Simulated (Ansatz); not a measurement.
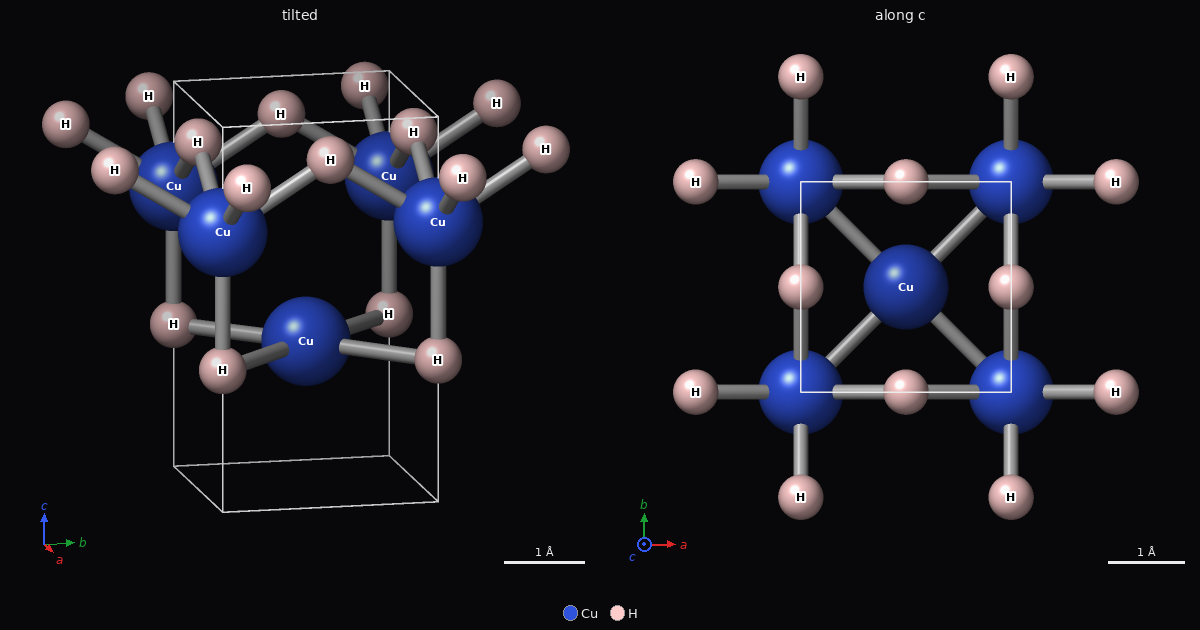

Ball-and-stick model, viewed slightly off an axis and along the c axis. Lines trace the edges of the conventional unit cell. Some neighbours outside the box are added. Cell: a = 2.78 Å, b = 2.78 Å, c = 4.96 Å, α = 90.00°, β = 90.00°, γ = 90.00°.

Its origin is a structure type filled with these elements by a generator (whether the compound takes this form wasn't checked). Earlier steps of the study may have refined or changed the cell and positions. It was run through Ansatz as a DFT input.

**What structure is drawn here?**

The formula is Cu2H3. It belongs to space group P4mm (No. 99) and has a primitive tetragonal lattice. With Z = 1, the cell contains 2 Cu, 3 H. Cu takes two kinds of site: 1a with five H at about 1.6 to 1.8 Å; 1b with four H in a square planar arrangement at about 2.0 Å. H takes two kinds of site: 2c with two Cu in a bent arrangement at about 1.6 Å; 1a with five Cu in a distorted square pyramidal arrangement at about 1.8 to 2.0 Å. Not all metal-metal contacts are counted. The bonds build Cu2H3 layers parallel to (001).

Computational set-up: Ansatz, DFT PBE, scalar-relativistic, plane waves, PAW, plane waves up to 420 eV, 14×14×8 k-mesh, Gaussian smearing of 0.1 eV, no spin polarisation.

**Predict the gap.**

A metal: bands cross the Fermi level.

**What net charge does each kind of atom have (Bader)?**

Cu +0.30 to +0.35 e; H -0.29 to -0.18 e.

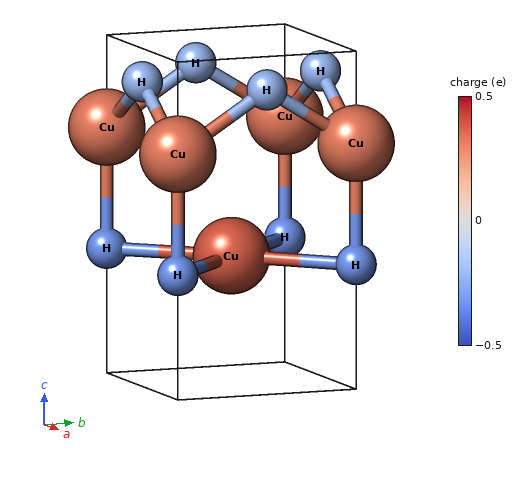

The atoms coloured by those charges. The run's cell of 5 atoms is drawn.

**Do the forces and the stress vanish for this geometry?**

Yes. All forces vanish to within 0.01 eV/Å. The pressure is 0.0 GPa, close to zero.
